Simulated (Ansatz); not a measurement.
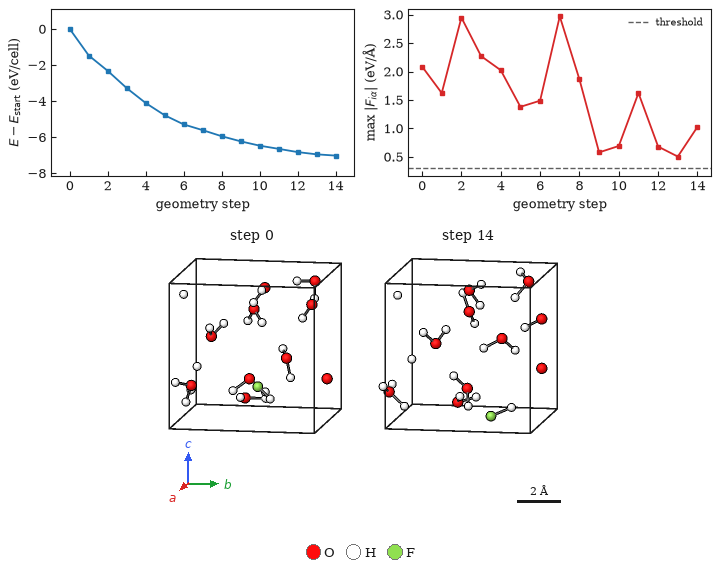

First and last geometry of a relaxation of an amorphous cell of composition H21O10F, with the history of the run. The picture is a ball-and-stick view of the cell of the calculation, seen slightly off an axis.

The cell holds 10 H2O + 1 HF. The run prepares the start of a later molecular dynamics calculation, from a guessed geometry.

These are results of DFT PBE, scalar-relativistic, plane waves, PAW in Ansatz 0.2.0, not measurements.

Input
```yaml
accuracy: low
crystal:
  lattice:
    - [6.938232, 0.0, 0.0]
    - [0.0, 6.938232, 0.0]
    - [0.0, 0.0, 6.938232]
  atoms:
    - { symbol: O, position: [0.0461146, 0.3448951, 0.0620087] }
    - { symbol: H, position: [0.1829664, 0.3379914, 0.0886846] }
    - { symbol: H, position: [0.0191999, 0.4818365, 0.0587958] }
    - { symbol: O, position: [0.5757612, 0.7290479, 0.4367539] }
    - { symbol: H, position: [0.4519548, 0.6810771, 0.4798635] }
    - { symbol: H, position: [0.5570552, 0.7531907, 0.3005376] }
    - { symbol: O, position: [0.4570762, 0.4513756, 0.2666864] }
    - { symbol: H, position: [0.4471653, 0.5588752, 0.1781807] }
    - { symbol: H, position: [0.469374, 0.3400507, 0.1833605] }
    - { symbol: O, position: [0.8642657, 0.1262765, 0.2797609] }
    - { symbol: H, position: [0.8182951, 0.0808439, 0.1560263] }
    - { symbol: H, position: [0.9642118, 0.0351063, 0.3142054] }
    - { symbol: O, position: [0.6244026, 0.9127886, 0.8193898] }
    - { symbol: H, position: [0.5690172, 0.838644, 0.7148781] }
    - { symbol: H, position: [0.5290231, 1.0114367, 0.8450602] }
    - { symbol: O, position: [0.3712881, -0.0291241, 0.2690423] }
    - { symbol: H, position: [0.4210747, 0.0839398, 0.3340462] }
    - { symbol: H, position: [0.3138959, 0.0215599, 0.1523164] }
    - { symbol: O, position: [0.1456326, 0.4250153, 0.6922258] }
    - { symbol: H, position: [0.0625084, 0.3673311, 0.5960459] }
    - { symbol: H, position: [0.2387865, 0.4972282, 0.6174239] }
    - { symbol: O, position: [0.2187546, 0.8592449, 0.9106144] }
    - { symbol: H, position: [0.3107766, 0.8726564, 0.8065003] }
    - { symbol: H, position: [0.1743663, 0.7273448, 0.8996723] }
    - { symbol: O, position: [0.6088144, 0.5856576, 0.9224741] }
    - { symbol: H, position: [0.5821226, 0.503169, 0.8130627] }
    - { symbol: H, position: [0.7482239, 0.5902542, 0.9280877] }
    - { symbol: O, position: [0.5672772, 0.2095211, 0.569123] }
    - { symbol: H, position: [0.6833048, 0.2195681, 0.6460925] }
    - { symbol: H, position: [0.4709419, 0.2770393, 0.6442792] }
    - { symbol: F, position: [0.8143067, 0.575394, 0.2767435] }
    - { symbol: H, position: [0.8746927, 0.671954, 0.2050004] }
basis:
  ecutwfc: 420.0
kpoints:
  mp_grid: { grid: [1, 1, 1] }
hamiltonian:
  xc: pbe
scf:
  occupations: { method: fermi_dirac, width: 0.02 }
  lower_state_search: "off"
relax:
  f_tol: 0.3
  max_steps: 15
  adjacent_minimum: "off"
```

Command:
```bash
ansatz run input.yaml --threads 1 --pin off --max-ram 3072MiB --backend cpu --events-out ev --progress --plain --runs-dir out
```

### Did the run converge, and what did it change?

The relaxation stopped without meeting its thresholds, so the last structure isn't shown to be converged. It used up its limit of 15 steps. The atom that moves furthest is F31 (1.69 Å along [1 2 −3]). By element the largest moves are F 1.69 Å, H 1.49 Å, O 1.07 Å. The cell doesn't change. Among the contacts that change: O10–H32 3.195 → 1.285 Å, F31–H32 0.934 → 1.097 Å, O10–H11 0.969 → 1.006 Å, O10–H12 0.969 → 0.997 Å. Among the angles between lasting bonds that change: H17–O16–H18 104.0° → 109.5°, H29–O28–H30 104.0° → 107.2°, H23–O22–H24 104.0° → 101.2°. Over 14 geometry steps the energy falls by 7.016 eV per cell of the calculation. The largest force component goes from 2.1 to 1 eV/Å.

```
step  E − E(0), meV/atom  largest force component, eV/Å
   0                0.00                         2.0885
   1              -45.91                         1.6226
   2              -72.52                         2.9491
   3             -102.40                         2.2718
   4             -128.23                         2.0238
   5             -149.43                         1.3797
   6             -165.26                         1.4879
   7             -175.20                         2.9709
   8             -185.70                         1.8623
   9             -194.56                         0.5787
  10             -202.09                         0.6914
  11             -207.57                         1.6220
  12             -213.19                         0.6806
  13             -217.09                         0.5053
  14             -219.26                         1.0278
```

Limits of the set-up: the program's low-accuracy preset was used; the periodic images lie only 6.9 Å apart, so the values are limited by the cell's size.
